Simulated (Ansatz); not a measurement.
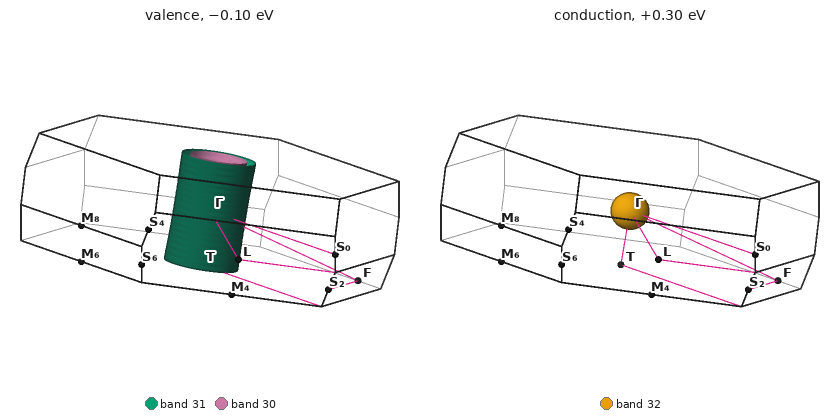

ZnInGaO₄ (space group R3m, No. 160): constant-energy surfaces at both band edges (energies from each edge).

Theory: DFT PBE, scalar-relativistic, plane waves, PAW; levels and slopes on a k mesh at the converged density (Ansatz 0.2.0). No spin polarisation. k mesh for the levels: 18×18×18. Unrelaxed database geometry. The cell comes from a database of computed structures, not from a measurement.

Masses come from a second pass at points close to the extrema; at the energies drawn a band may no longer be parabolic.

### Is the gap direct or indirect, and how large does the calculation make it?

The gap is direct, 1.07 eV at this level of theory (semilocal functionals give gaps that are too small, and can reorder valleys that lie close).

### Give the valleys and their effective masses.

Valence band (extrema up to 0.10 eV from the edge): one maximum at Γ, two bands meeting there, with masses of 0.37 and 2.17 mₑ along x, 0.37 and 2.17 mₑ along y and over 10 mₑ along z. Band 31 forms the valence edge; band 30 meets it there. The surfaces also take in T, where this band lies 0.01 eV below its edge, so they needn't be separate pockets. The surfaces have further parts: band 30 comes within 0.01 eV of the edge at Γ.
Conduction band (extrema up to 0.30 eV from the edge): one minimum at Γ, principal masses 0.17, 0.18 and 0.18 mₑ. Band 32 forms the conduction edge.

Where one band's surface lies inside another's, the outer one hides all or part of it.

Spin-orbit coupling, left out here, can change the gap, its kind, the place of the band edges and the masses, since the compound holds In. The mesh is coarse (steps of 0.12 Å⁻¹).
